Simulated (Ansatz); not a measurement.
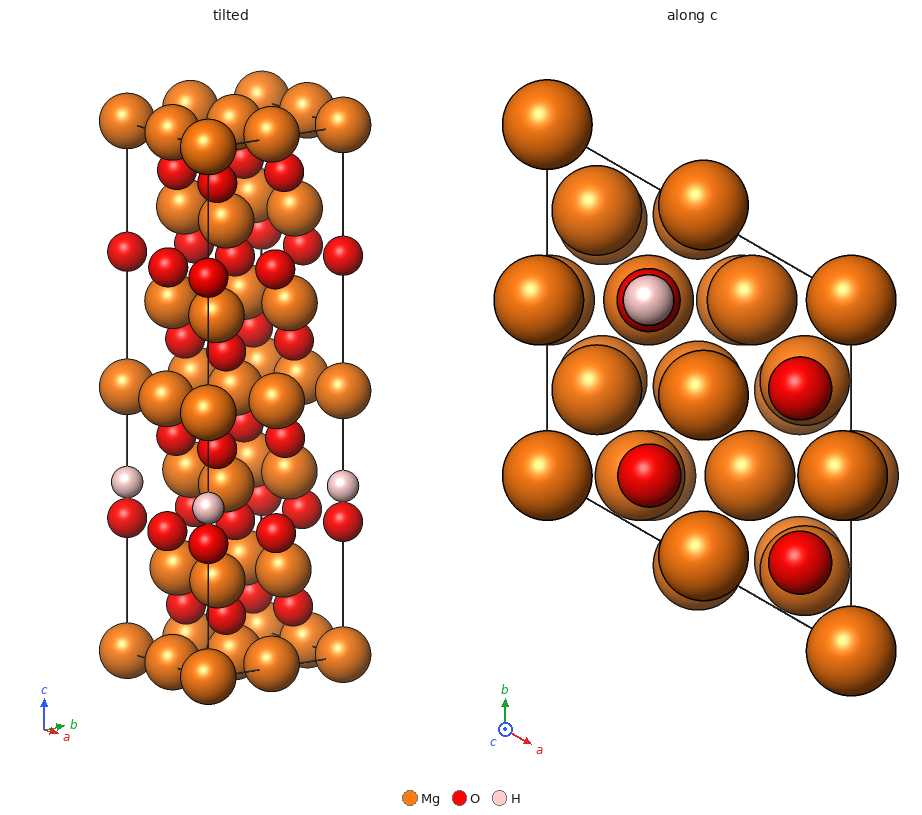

Spheres-only model, viewed slightly off an axis and along the c axis. Atoms at the boundary of the conventional unit cell (the box) are drawn once for each face, edge or corner they touch. Cell: a = 5.960 Å, b = 5.960 Å, c = 14.598 Å, α = 90.00°, β = 90.00°, γ = 120.00°.

In words:

- Formula: Mg8HO8.
- The atoms follow space group R3m (No. 160); the Bravais lattice is rhombohedral (trigonal R).
- Content of the cell: 24 Mg, 3 H, 24 O (Z = 3).
- The coordination shell of H holds one O at about 1.0 Å.

The structure was taken from a structure listed in the Materials Project, repeated into a supercell with a point defect put in. The cell was then strained or its atoms displaced on purpose. The atoms were relaxed in a fixed cell with DFT PBEsol, scalar-relativistic, plane waves, PAW (Ansatz).
